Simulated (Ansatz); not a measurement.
# Geometry relaxation of Al5Cu (part 1 of 2)

- system: Al5Cu (6 atoms in the cell)
- method: DFT PBE, scalar-relativistic, plane waves, PAW, no spin polarisation (Ansatz 0.2.0)

The structure was made by a generator, so it may or may not be a known phase.

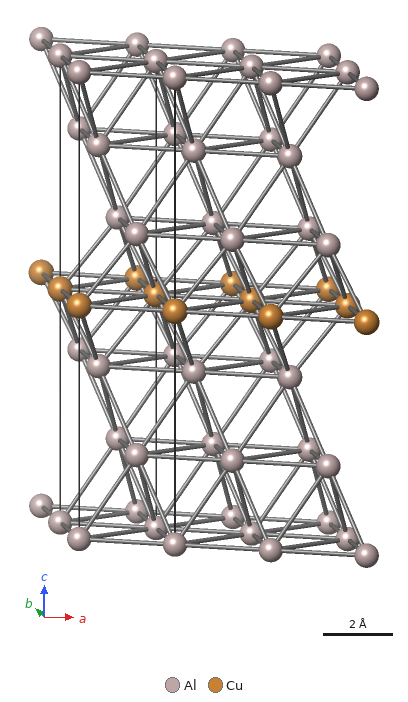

**Figure 1.** The starting structure (ball-and-stick view of the cell of the calculation, repeated 3 × 2 × 1, seen slightly off an axis). An atom can appear more than once, as a periodic image.

**Key numbers**

| quantity | value |
| --- | --- |
| outcome | converged |
| space group (tolerance 0.01 Å) | P-3m1 (164) |
| electrons treated | 34 |
| free energy | −9312.7026 eV |
| Fermi energy | 8.066 eV |
| gap on the k-point mesh | none (metallic) |
| pressure | −6.46 GPa |
| final volume | 103.03 Å³ |
| largest force (length of the vector) at the end | 0.003 eV/Å |
| final cell | a = 2.948 Å, b = 2.948 Å, c = 13.690 Å, α = 90.00°, β = 90.00°, γ = 120.00° |
| hardware | 4 threads of Arm Neoverse V2, 240 GiB of memory available, shared host |
| wall time | 21 s (CPU time 81 s) |
| peak memory | 0.6 GiB |

**Notes**

The cell is under a tension of 6.5 GPa at this level, so it is not at its equilibrium volume.

**Input file**
```yaml
crystal:
  lattice:
    - [2.9432919714, -2.99e-08, 0.0]
    - [-1.4716459598, 2.548965633, 0.0]
    - [0.0, 0.0, 13.7327960109]
  atoms:
    - { symbol: Al, position: [0.0, 0.0, 0.0] }
    - { symbol: Al, position: [0.3333333333, 0.6666666667, 0.8241877271] }
    - { symbol: Al, position: [0.6666666667, 0.3333333333, 0.6492786513] }
    - { symbol: Al, position: [0.3333333333, 0.6666666667, 0.3507213487] }
    - { symbol: Al, position: [0.6666666667, 0.3333333333, 0.1758122729] }
    - { symbol: Cu, position: [0.0, 0.0, 0.5] }
basis:
  ecutwfc: 420
kpoints:
  mp_grid: { grid: [18, 18, 4] }
hamiltonian:
  xc: pbe
scf:
  occupations: { method: gaussian, width: 0.1 }
output:
  forces: true
  stress: true
  eigenvalues: true
  write_density: true
  write_potential: true
  elf: true
  volumetric_format: npy
relax:
  adjacent_minimum: "off"
  f_tol: 0.01
  max_steps: 30
  cell: { stress_tol: 0.1, fix: [volume] }
```

Command:
```bash
ansatz run input.yaml --threads 4 --pin off --max-ram 8192MiB --backend cpu --events-out ev --progress --plain --runs-dir out
```

**Log**
```
Engine: ansatz 0.2.0, aarch64-unknown-linux-gnu
Pseudopotentials: kind: paw
Pseudopotential: Al, paw, valence charge 3, recommended cutoff 420 eV (normal), Al.paw.azcp
Pseudopotential: Cu, paw, valence charge 19, recommended cutoff 420 eV (normal), Cu.paw.azcp
Functional definition: PBE
  parameter kappa = 0.804
  parameter beta = 0.06672455060314922
  exchange = pbe_x(kappa = kappa, mu = beta*pi^2/3)
  correlation = pbe_c(beta = beta)
Crystal: 6 atoms, lattice volume = 103.028 Å³
Basis set: ecut = 420 eV, 1977 PW (Γ), exchange–correlation on 40×40×192 points (8 copies of the dense FFT grid, shifted against one another)
Bands: 23, of which v1, the nominal top of the filled ones, is band 17 counted from 1 (16 counted from 0)
Symmetry: 12 space group operations
Space group: P-3m1 (ITA 164), of the structure as read, at distance tolerance 4.7e-5 Å
k-points: 138 of 1296
Non-local potential: Al, projectors of the file, l = 0: 2, l = 1: 2, l = 2: 1
Non-local potential: Cu, projectors of the file, l = 0: 3, l = 1: 2, l = 2: 3, l = 3: 1
PAW form: soft (Blöchl's): semilocal exchange-correlation on the pseudo side does not see the compensation charge
PAW one-centre angular grid: Al, 110 points (default); XC on 64 Gauss nodes
PAW one-centre angular grid: Cu, 590 points (default); XC on 64 Gauss nodes
Initial density: superposition of atomic densities (neutral atoms: chi_scale 0, normalization atom), corrected by the library's trained network
Initial wavefunctions: pseudopotential atomic-orbital guess
Functional: x = pbe(κ = 0.804, μ = 0.2195149727645171), c = pbe(β = 0.06672455060314922)
SCF iter   1: F=—  HF=-9312.706092 eV  |F-HF|=—  |Δ(HF+E_count)|=         —  Δρ=2.11e-3  dr2=9.16e-2  ethr=1.77e-3  ⟨swp⟩=6.9  Hψ=17164  notcnv=0  defer=3
preconditioner: auto → none  [metal: Δε(μ)=0.024 eV  Ē_g=6.742 eV  σ=0.100 eV  W_gap=0.13  n_scr=8 (ndim 8)  ℏωp=18.7 eV  f_vac=0.000  D(μ)=2.71/eV (n_scr^D=8)  sad-step TF]
SCF iter   2: F=—  HF=-9312.706863 eV  |F-HF|=—  |Δ(HF+E_count)|=   7.70e-4  Δρ=4.08e-3  dr2=1.09e-1  ethr=2.70e-4  ⟨swp⟩=1.0  Hψ=4278  notcnv=0  defer=5
SCF iter   3: F=—  HF=-9312.704442 eV  |F-HF|=—  |Δ(HF+E_count)|=   2.42e-3  Δρ=3.40e-3  dr2=5.73e-2  ethr=2.70e-4  ⟨swp⟩=1.0  Hψ=3021  notcnv=0  defer=5
SCF iter   4: F=—  HF=-9312.702226 eV  |F-HF|=—  |Δ(HF+E_count)|=   2.22e-3  Δρ=2.43e-3  dr2=1.15e-2  ethr=1.68e-4  ⟨swp⟩=1.0  Hψ=3022  notcnv=0  defer=5
SCF iter   5: F=—  HF=-9312.701400 eV  |F-HF|=—  |Δ(HF+E_count)|=   8.27e-4  Δρ=5.00e-4  dr2=4.24e-4  ethr=3.39e-5  ⟨swp⟩=1.0  Hψ=3033  notcnv=0  defer=5
SCF iter   6: F=—  HF=-9312.701381 eV  |F-HF|=—  |Δ(HF+E_count)|=   1.86e-5  Δρ=1.92e-4  dr2=4.00e-5  ethr=1.25e-6  ⟨swp⟩=1.9  Hψ=3562  notcnv=0  defer=5
SCF iter   7: F=—  HF=-9312.701445 eV  |F-HF|=—  |Δ(HF+E_count)|=   6.42e-5  Δρ=4.77e-5  dr2=2.93e-6  ethr=1.18e-7  ⟨swp⟩=2.1  Hψ=4200  notcnv=0  defer=5
SCF iter   8: F=—  HF=-9312.701446 eV  |F-HF|=—  |Δ(HF+E_count)|=   5.29e-7  Δρ=1.63e-5  dr2=7.77e-7  ethr=8.63e-9  ⟨swp⟩=2.1  Hψ=4134  notcnv=0  defer=5
SCF iter   9: F=-9312.701446 eV  HF=-9312.701446 eV  |F-HF|=1.39e-8  |Δ(HF+E_count)|=   7.08e-8  Δρ=4.65e-6  dr2=3.13e-8  ethr=2.94e-10  ⟨swp⟩=9.2  Hψ=20573  notcnv=0
SCF 1 converged in 9 iterations: F = -9312.701446 eV  dr2 = 3.13e-8
  greatest PAW one-centre occupation: 1.000 electrons in one spin orbital (limit 2), on the Cu atom at site 5 (counted from 0), in its partial waves of l = 0
relax step   1: F+E_penalty+E_count = -9312.70144582 eV  Δ(F+E_penalty+E_count) = +0.000e0 eV  max|allowed force component| = 4.981e-2 eV/Å  Δτ_max = 0.0000 Å  P = -6.560 GPa  Ω = 103.028 Å³  fix = [volume]  reactions: volume -6.560 GPa  (9 SCF iters, dr2 threshold 1.00e-7 eV, accepted)
Initial density: handed on by an earlier stage of this run
Initial wavefunctions: those handed on with the density
iter 1 solved again at ethr=9.51e-6 eV; its pass at ethr=3.10e-3 eV (dr2=3.23e-3 eV) is discarded
SCF iter   1: F=—  HF=-9312.702417 eV  |F-HF|=—  |Δ(HF+E_count)|=         —  Δρ=4.53e-4  dr2=3.26e-3  ethr=9.51e-6  ⟨swp⟩=1.0  Hψ=16389  notcnv=0
preconditioner: auto → none  [metal: Δε(μ)=0.007 eV  Ē_g=6.719 eV  σ=0.100 eV  W_gap=0.04  n_scr=8 (ndim 8)  ℏωp=18.7 eV  f_vac=0.000  D(μ)=2.70/eV (n_scr^D=8)]
SCF iter   2: F=—  HF=-9312.702722 eV  |F-HF|=—  |Δ(HF+E_count)|=   3.05e-4  Δρ=6.51e-4  dr2=8.05e-3  ethr=9.51e-6  ⟨swp⟩=2.1  Hψ=4065  notcnv=0  recentre
SCF iter   3: F=—  HF=-9312.702257 eV  |F-HF|=—  |Δ(HF+E_count)|=   4.66e-4  Δρ=1.79e-4  dr2=1.77e-4  ethr=9.51e-6  ⟨swp⟩=1.4  Hψ=3391  notcnv=0
SCF iter   4: F=—  HF=-9312.702245 eV  |F-HF|=—  |Δ(HF+E_count)|=   1.16e-5  Δρ=3.64e-5  dr2=3.86e-6  ethr=5.22e-7  ⟨swp⟩=1.3  Hψ=3247  notcnv=0
SCF iter   5: F=—  HF=-9312.702330 eV  |F-HF|=—  |Δ(HF+E_count)|=   8.53e-5  Δρ=9.61e-6  dr2=1.06e-7  ethr=1.14e-8  ⟨swp⟩=2.2  Hψ=4165  notcnv=0
SCF iter   6: F=-9312.702330 eV  HF=-9312.702330 eV  |F-HF|=2.24e-8  |Δ(HF+E_count)|=   1.08e-8  Δρ=4.81e-6  dr2=2.80e-8  ethr=3.12e-10  ⟨swp⟩=5.8  Hψ=18188  notcnv=0
SCF 2 converged in 6 iterations: F = -9312.702330 eV  dr2 = 2.80e-8
relax step   2: F+E_penalty+E_count = -9312.70233024 eV  Δ(F+E_penalty+E_count) = -8.844e-4 eV  max|allowed force component| = 2.346e-2 eV/Å  Δτ_max = 0.0084 Å  P = -6.508 GPa  Ω = 103.028 Å³  energy of the carried Pulay correction = +1.135e-17 eV  fix = [volume]  reactions: volume -6.508 GPa  (6 SCF iters, dr2 threshold 1.55e-7 eV, accepted)
iter 1 solved again at ethr=2.51e-6 eV; its pass at ethr=3.10e-3 eV (dr2=8.53e-4 eV) is discarded
SCF iter   1: F=—  HF=-9312.702572 eV  |F-HF|=—  |Δ(HF+E_count)|=         —  Δρ=3.52e-4  dr2=8.69e-4  ethr=2.51e-6  ⟨swp⟩=2.2  Hψ=18783  notcnv=0
preconditioner: auto → none  [metal: Δε(μ)=0.009 eV  Ē_g=6.724 eV  σ=0.100 eV  W_gap=0.05  n_scr=8 (ndim 8)  ℏωp=18.7 eV  f_vac=0.000  D(μ)=2.68/eV (n_scr^D=8)]
SCF iter   2: F=—  HF=-9312.702644 eV  |F-HF|=—  |Δ(HF+E_count)|=   7.17e-5  Δρ=4.02e-4  dr2=1.89e-3  ethr=2.51e-6  ⟨swp⟩=2.0  Hψ=4387  notcnv=0
SCF iter   3: F=—  HF=-9312.702513 eV  |F-HF|=—  |Δ(HF+E_count)|=   1.31e-4  Δρ=9.68e-5  dr2=1.59e-5  ethr=2.51e-6  ⟨swp⟩=1.9  Hψ=3931  notcnv=0
SCF iter   4: F=—  HF=-9312.702614 eV  |F-HF|=—  |Δ(HF+E_count)|=   1.01e-4  Δρ=4.41e-5  dr2=7.33e-6  ethr=4.67e-8  ⟨swp⟩=2.0  Hψ=3977  notcnv=0
SCF iter   5: F=—  HF=-9312.702613 eV  |F-HF|=—  |Δ(HF+E_count)|=   9.68e-7  Δρ=1.03e-5  dr2=1.15e-7  ethr=2.16e-8  ⟨swp⟩=1.8  Hψ=3592  notcnv=0
SCF iter   6: F=-9312.702613 eV  HF=-9312.702613 eV  |F-HF|=1.01e-8  |Δ(HF+E_count)|=   8.40e-9  Δρ=3.87e-6  dr2=1.55e-8  ethr=1.34e-10  ⟨swp⟩=7.7  Hψ=17551  notcnv=0
SCF 3 converged in 6 iterations: F = -9312.702613 eV  dr2 = 1.55e-8
relax step   3: F+E_penalty+E_count = -9312.70261286 eV  Δ(F+E_penalty+E_count) = -2.826e-4 eV  max|allowed force component| = 3.497e-3 eV/Å  Δτ_max = 0.0063 Å  P = -6.462 GPa  Ω = 103.028 Å³  energy of the carried Pulay correction = +2.271e-17 eV  fix = [volume]  reactions: volume -6.462 GPa  (6 SCF iters, dr2 threshold 4.55e-8 eV, accepted)
Initial wavefunctions: pseudopotential atomic-orbital guess (no wavefunctions were taken with the density)
iter 1 solved again at ethr=6.07e-7 eV; its pass at ethr=3.10e-3 eV (dr2=2.06e-4 eV) is discarded
SCF iter   1: F=—  HF=-9312.702503 eV  |F-HF|=—  |Δ(HF+E_count)|=         —  Δρ=5.46e-6  dr2=1.96e-8  ethr=6.07e-7  ⟨swp⟩=2.8  Hψ=23559  notcnv=0
eigensolver tolerance schedule: the retry pair's looser diagonalisation over-reported the residual by 10518.80 of it (diagonalisation noise at an unbounded share of the residual, at the tolerance the schedule requests for it); recorded, not acted on — ethr = c·dr2/N_el stays at c = 1.0e-1
preconditioner: auto → none  [metal: Δε(μ)=0.010 eV  Ē_g=6.722 eV  σ=0.100 eV  W_gap=0.06  n_scr=8 (ndim 8)  ℏωp=18.7 eV  f_vac=0.000  D(μ)=2.68/eV (n_scr^D=8)]
SCF iter   2: F=—  HF=-9312.702616 eV  |F-HF|=—  |Δ(HF+E_count)|=   1.13e-4  Δρ=3.75e-6  dr2=2.77e-8  ethr=5.77e-11  ⟨swp⟩=3.0  Hψ=6820  notcnv=0
SCF iter   3: F=—  HF=-9312.702616 eV  |F-HF|=—  |Δ(HF+E_count)|=   1.43e-9  Δρ=1.92e-6  dr2=9.45e-9  ethr=5.77e-11  ⟨swp⟩=2.0  Hψ=4434  notcnv=0
SCF iter   4: F=—  HF=-9312.702616 eV  |F-HF|=—  |Δ(HF+E_count)|=  9.33e-10  Δρ=8.72e-7  dr2=4.05e-9  ethr=2.78e-11  ⟨swp⟩=1.4  Hψ=3326  notcnv=0
SCF iter   5: F=—  HF=-9312.702616 eV  |F-HF|=—  |Δ(HF+E_count)|=  5.64e-11  Δρ=3.92e-7  dr2=3.72e-10  ethr=1.19e-11  ⟨swp⟩=1.6  Hψ=3523  notcnv=0
SCF iter   6: F=-9312.702616 eV  HF=-9312.702616 eV  |F-HF|=5.28e-11  |Δ(HF+E_count)|=  1.27e-11  Δρ=2.06e-7  dr2=7.55e-11  ethr=1.00e-12  ⟨swp⟩=5.5  Hψ=13005  notcnv=0
SCF 4 converged in 6 iterations: F = -9312.702616 eV  dr2 = 7.55e-11
relax step   4: F+E_penalty+E_count = -9312.70261622 eV  Δ(F+E_penalty+E_count) = -3.357e-6 eV  max|allowed force component| = 3.493e-3 eV/Å  Δτ_max = 0.0000 Å  P = -6.463 GPa  Ω = 103.028 Å³  fix = [volume]  reactions: volume -6.463 GPa  stress off target by 3.97e-2 GPa on what of the cell is left free  SCF on the basis re-selected at this cell (its energy is not comparable with the rows above)  (6 SCF iters)
```

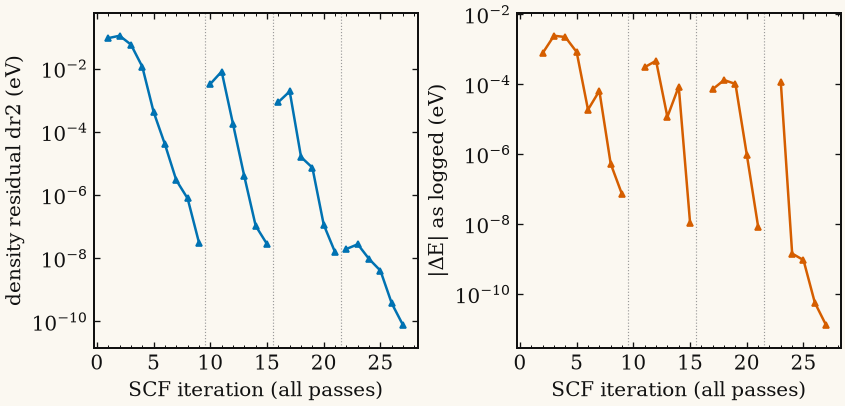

**Figure 2.** Convergence of the self-consistent field: density residual dr2 and size of the energy change against the SCF iteration. The dotted lines part the SCF passes of the relaxation: geometry steps, rejected trials and re-solves on a re-selected basis. The passes take 9, 6, 6 and 6 iterations.
